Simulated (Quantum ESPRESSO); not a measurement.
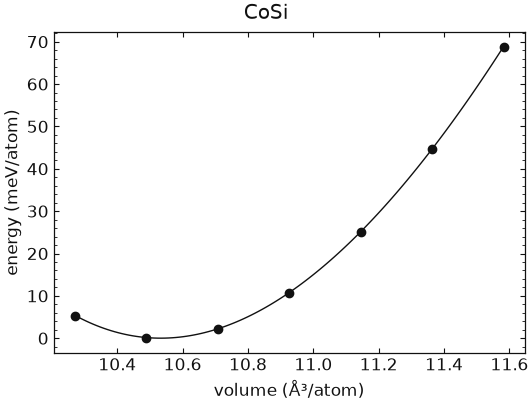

The figure shows the energy against volume for CoSi, space group P2_13 (No. 198).

Cell as given: a = 4.438 Å, b = 4.438 Å, c = 4.438 Å, α = 90.00°, β = 90.00°, γ = 90.00°; 8 atoms.

Method: plane-wave DFT, collinear spins; energies at scaled volumes of the given cell, shape and fractions fixed, counted from the fit's minimum, third-order Birch-Murnaghan fit (Quantum ESPRESSO 7.5). Level: SOGGA, collinear spin.

- k mesh: 3×3×3
- occupations: Fermi–Dirac
- smearing width: 0.05 eV
- potentials: PseudoDojo 0.4.1 SR PBE standard
- wave cutoff: 1306 eV
- density cutoff: 5225 eV

This calculation gives: equilibrium volume 10.53 Å³/atom and bulk modulus 251 GPa.

Now the level changes from SOGGA to PBE. What happens?

The equilibrium volume rises from 10.53 to 10.92 Å³/atom (+3.7 %) and the bulk modulus falls from 251 to 223 GPa (−11 %).

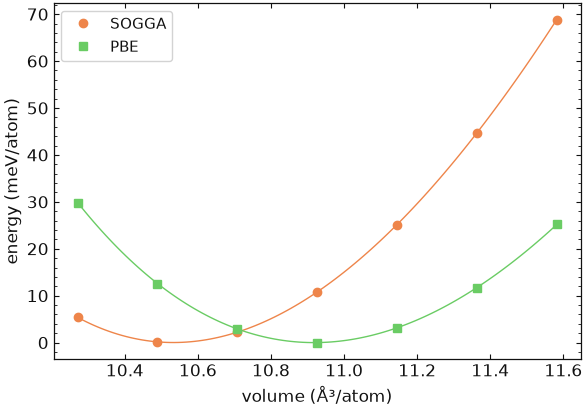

The two results together.

For SOGGA, limits of the calculation: coarse k mesh; potentials made for another functional; sogga exchange with the correlation of pbe; shape and atomic fractions are frozen while scaling, which makes layered, chain and framework solids too stiff.

For PBE, limits of the calculation: coarse k mesh; shape and atomic fractions are frozen while scaling, which makes layered, chain and framework solids too stiff.

V0 and the bulk modulus come from third-order Birch–Murnaghan fits.
